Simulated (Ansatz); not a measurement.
# Si: what the fields show

Input file:

```
crystal:
  lattice:
    - [0.0, 2.7218511865, 2.7218511865]
    - [2.7218511865, 0.0, 2.7218511865]
    - [2.7218511865, 2.7218511865, 0.0]
  atoms:
    - { symbol: Si, position: [0.5, 0.5, 0.5] }
    - { symbol: Si, position: [0.75, 0.75, 0.75] }
hamiltonian:
  xc: { exchange: pbe, correlation: pbe, exx: { coeff: 0.15, omega: 0.2 } }
  pseudopotentials: { kind: paw }
kpoints:
  mp_grid: { grid: [4, 4, 4] }
scf:
  occupations: { method: fermi_dirac, width: 0.05 }
output:
  forces: true
  stress: true
  eigenvalues: true
  write_density: true
  write_potential: true
  elf: true
  volumetric_format: npy
```

Launched as:

```sh
ansatz run input.yaml --threads 2 --pin off --max-ram 5632MiB --backend cpu --events-out ev --progress --plain --runs-dir out
```

Below, planes, directions and counts refer to the conventional cell (a = 5.44 Å, b = 5.44 Å, c = 5.44 Å, α = 90.00°, β = 90.00°, γ = 90.00°).

Space group Fd-3m; a structure from a database of computed crystals, not necessarily the ambient phase.

Computed with Ansatz, Kohn-Sham DFT of a periodic cell, HSE06 form with a typed share of exact exchange, Ansatz PAW.

In a PAW calculation such maps are meaningful between the atoms, not at the nuclei.

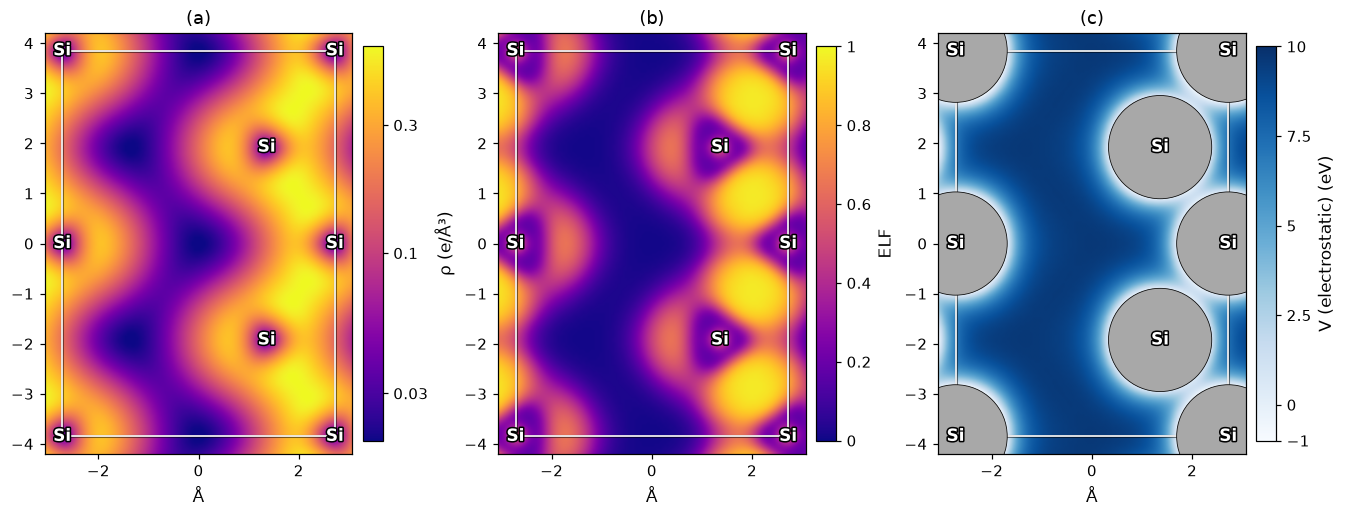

Figure 1. (a) valence electron density; (b) electron localisation function; (c) electrostatic potential (local pseudopotential plus Hartree) felt by an electron on the (110) plane of the conventional cell. Grey discs cover the atomic cores in the potential map.

**What do the fields say about this system?**

The plane passes through Si nuclei. Si–Si (2.36 Å): ρ is about 0.58 e/Å³ halfway; the ELF peaks at about 0.95 between the atoms: a covalent bond. Between the atoms the lowest density in this plane is 0.02 e/Å³. Outside the cores the potential energy rises away from the atoms and is highest about 2.3 Å from the nearest atoms; its zero is arbitrary.

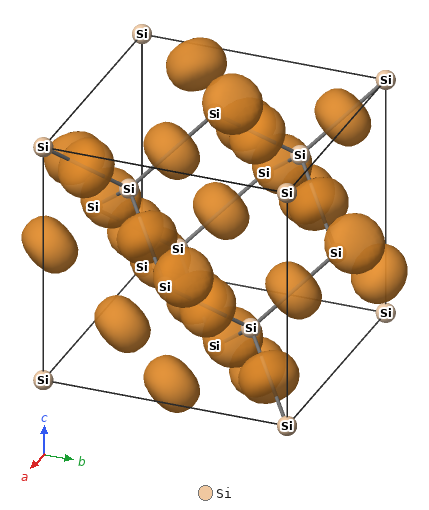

Figure 2. Isosurface of the ELF at 0.85 (orange), seen at an oblique angle. Core shells and regions of very low density are left out. Sticks mark near contacts.

**Describe the localisation domains.**

The surface consists of 16 regions between bonded Si–Si atoms (shared pairs), counted in one cell of 8 atoms. Regions shared between cells count once.

**Does the calculation make it a metal, or give it a gap?**

It is gapped, with a Kohn–Sham gap of 1.1 eV on the k-point mesh, an upper bound to the gap of this method.
